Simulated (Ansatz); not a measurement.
Ti$_{9}$PbO$_{20}$ (cell with a defect)

```yaml
crystal:
  lattice:
    - [-1.89960, -5.69880, 4.84887]
    - [-5.69880, 1.89960, -4.84887]
    - [5.69880, -1.89960, -4.84887]
  atoms:
    - { symbol: Pb, position: [0.40000, 0.80000, 0.60000] }
    - { symbol: Ti, position: [0.00411, 0.99868, 0.00439] }
    - { symbol: Ti, position: [0.19429, 0.39561, 0.79971] }
    - { symbol: Ti, position: [0.79589, 0.60029, 0.19457] }
    - { symbol: Ti, position: [0.60571, 0.20543, 0.40132] }
    - { symbol: Ti, position: [0.50158, 0.26287, 0.75489] }
    - { symbol: Ti, position: [0.09201, 0.43871, 0.13713] }
    - { symbol: Ti, position: [0.29842, 0.85330, 0.96129] }
    - { symbol: Ti, position: [0.90000, 0.05000, 0.35000] }
    - { symbol: Ti, position: [0.70799, 0.64511, 0.54670] }
    - { symbol: O, position: [0.49355, 0.06258, 0.53882] }
    - { symbol: O, position: [0.10301, 0.24115, 0.94370] }
    - { symbol: O, position: [0.30645, 0.64527, 0.76904] }
    - { symbol: O, position: [0.90000, 0.84108, 0.14108] }
    - { symbol: O, position: [0.69699, 0.44069, 0.33815] }
    - { symbol: O, position: [0.40000, 0.57659, 0.37659] }
    - { symbol: O, position: [0.00352, 0.78756, 0.79468] }
    - { symbol: O, position: [0.19958, 0.20315, 0.59011] }
    - { symbol: O, position: [0.79648, 0.39116, 0.98404] }
    - { symbol: O, position: [0.60042, 0.99052, 0.20357] }
    - { symbol: O, position: [0.49746, 0.45630, 0.95931] }
    - { symbol: O, position: [0.07624, 0.63096, 0.33742] }
    - { symbol: O, position: [0.30254, 0.06185, 0.15885] }
    - { symbol: O, position: [0.90000, 0.25892, 0.55892] }
    - { symbol: O, position: [0.72376, 0.86118, 0.75473] }
    - { symbol: O, position: [0.40000, 0.02341, 0.82341] }
    - { symbol: O, position: [0.98695, 0.19643, 0.19685] }
    - { symbol: O, position: [0.19288, 0.60532, 0.00884] }
    - { symbol: O, position: [0.81305, 0.80989, 0.40948] }
    - { symbol: O, position: [0.60712, 0.41596, 0.61244] }
```

Computed without spin polarisation.

Theory: DFT PBE, scalar-relativistic, plane waves, PAW in Ansatz 0.2.0.

What can the converged valence pseudo-density and electron localisation function tell about the bonding?

Answer. Pb–O (2.09 Å): ρ is about 0.72 e/Å³ halfway; the ELF peaks at about 0.80 in the valence shell of O, 0.6 Å from its nucleus, and drops to about 0.25 between the two atoms.
Ti–O (1.93 Å): ρ at the midpoint is about 0.76 e/Å³; the ELF peaks at about 0.85 in the valence shell of O, 0.6 Å from its nucleus, and is about 0.25 at the midpoint (no localised pair shows between them).

Does the calculation give a band gap?

Answer. It is gapped, with a Kohn–Sham gap of 2.5 eV on the k-point mesh, an upper bound to the gap of this method.

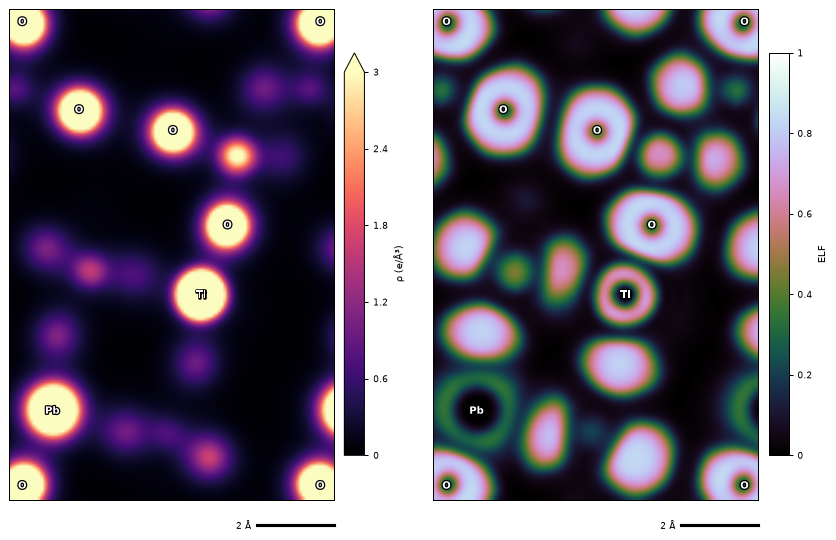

Computed valence pseudo-density and electron localisation function on the (011) plane of the calculation cell, in this order. Atoms just off the plane (Ti, 0.6 Å away and O, 0.6 Å away) can leave unmarked features too.

In a PAW calculation such maps are meaningful between the atoms, not at the nuclei.
